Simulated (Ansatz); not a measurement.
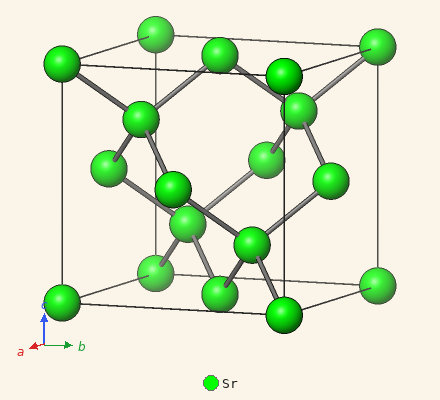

The structure; the drawing may span several cells.

Structure (in its standard cell), coordinates from a relaxation with DFT PBEsol, scalar-relativistic, plane waves, PAW in Ansatz; the starting structure was generated, so it need not be a known form of this composition:

```xyz
8
Lattice="9.3756 0.0000 0.0000 0.0000 9.3756 0.0000 0.0000 0.0000 9.3756" Properties=species:S:1:pos:R:3 pbc="T T T"
Sr    4.6878    0.0000    4.6878
Sr    2.3439    2.3439    2.3439
Sr    4.6878    4.6878    0.0000
Sr    2.3439    7.0317    7.0317
Sr    0.0000    0.0000    0.0000
Sr    7.0317    2.3439    7.0317
Sr    0.0000    4.6878    4.6878
Sr    7.0317    7.0317    2.3439
```

Question: Predict the [110] zone-axis pattern (200 kV, kinematic, B = 0.5 Å²).

Answer: The spots form a centred rectangular net with both shortest vectors at d = 5.41 Å, 70.5° apart. They are -1 1 -1 and -1 1 1. The pattern has symmetry 2mm. The lattice centring (F) removes all reflections that break h + k = 2n, h + l = 2n; a screw axis and a glide plane both extinguish reflections such as 0 0 2; reflections such as 2 -2 -2, 2 -2 2, 4 -4 -2 are allowed by the space group but vanish because the atoms sit on special positions.

Strongest reflections with d > 1.66 Å, one of each family (|F|² from tabulated Gaussian fits of the electron scattering factors, times a small damping for the curvature of the Ewald sphere):

```
   hkl  d (Å)  I (strongest = 100)
1 -1 1  5.413                  100
2 -2 0  3.315                   95
 0 0 4  2.344                   49
1 -1 3  2.827                   35
2 -2 4  1.914                   33
3 -3 1  2.151                   21
```

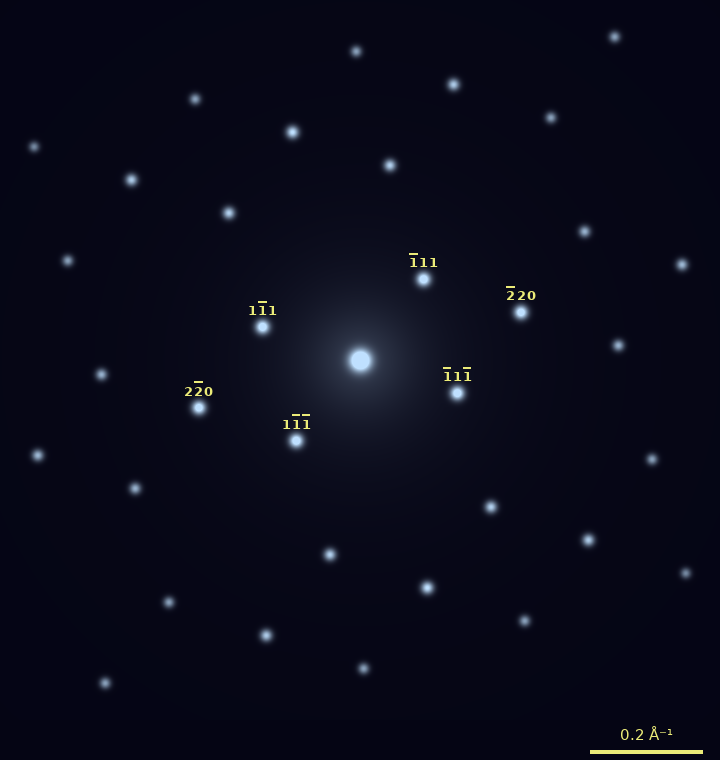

Calculated pattern, seen from the source side with [110] pointing towards the source.
